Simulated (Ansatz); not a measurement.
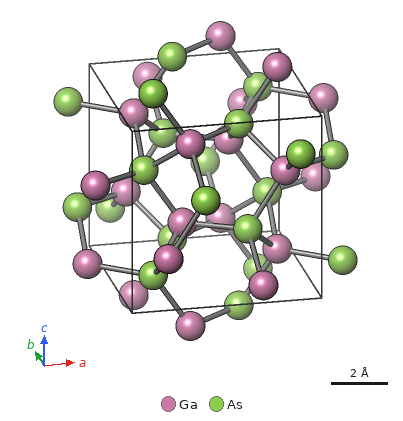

View from a general direction, drawn as a ball-and-stick model. Thin lines show the conventional unit cell, with boundary atoms drawn in all their periodic places. Neighbours across the faces are drawn wherever a bond reaches them. Cell: a = 6.962 Å, b = 6.962 Å, c = 6.962 Å, α = 90.00°, β = 90.00°, γ = 90.00°.

Characterise what is shown.

The formula is GaAs. The space group is Pa-3 (No. 205); the lattice is primitive cubic. One cell contains 8 Ga, 8 As, 16 atoms in all. Ga bonds to four As in a distorted tetrahedral arrangement at about 2.4 to 2.5 Å. Each As atom has four Ga in a distorted tetrahedral arrangement at about 2.4 to 2.5 Å around it. The bonds build a three-dimensional framework.

Provenance: a structure listed in the Materials Project. The structure drawn was relaxed with Ansatz, DFT r2SCAN, scalar-relativistic, plane waves, PAW.
